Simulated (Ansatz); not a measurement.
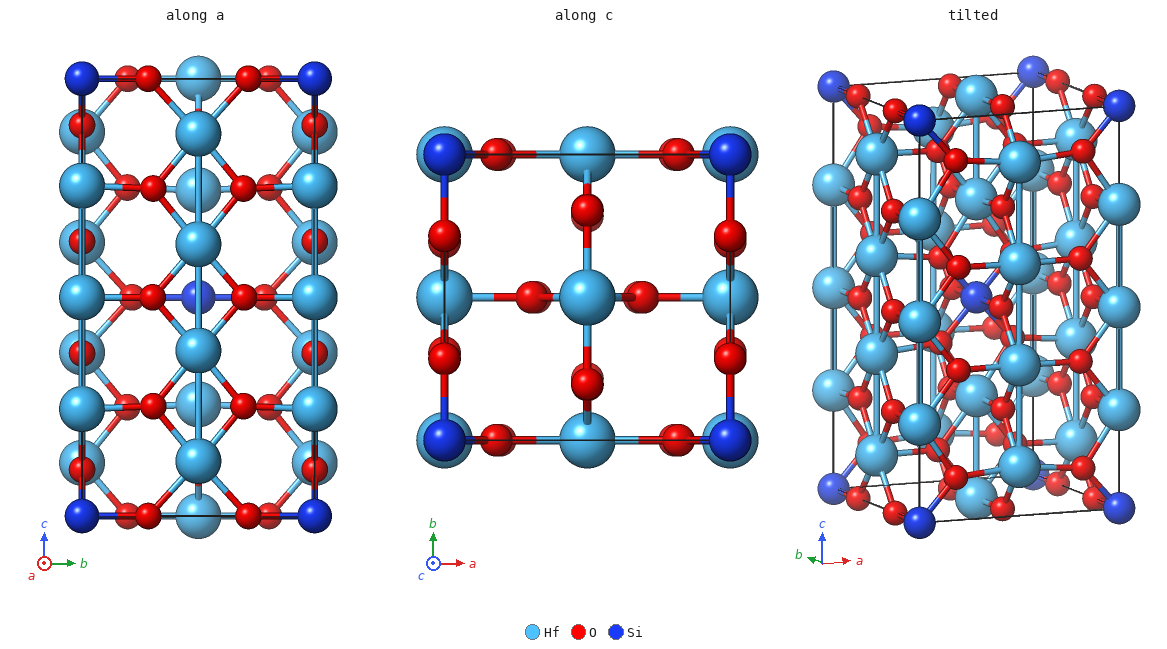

View along the a axis, along the c axis and slightly off an axis, drawn as a ball-and-stick model. One drawn cell (a repeat of the simulation cell) is framed, with atoms on its boundary repeated.

Caption:

Its composition is Hf7SiO16. Within 0.01 Å the space group is Immm (No. 71), body-centred orthorhombic. The cell holds 48 atoms (14 Hf, 2 Si, 32 O), Z = 2.

Its origin is a structure listed in the Materials Project, repeated into a supercell with a point defect put in. The atoms were relaxed in a fixed cell with DFT PBEsol, scalar-relativistic, plane waves, PAW in Ansatz.
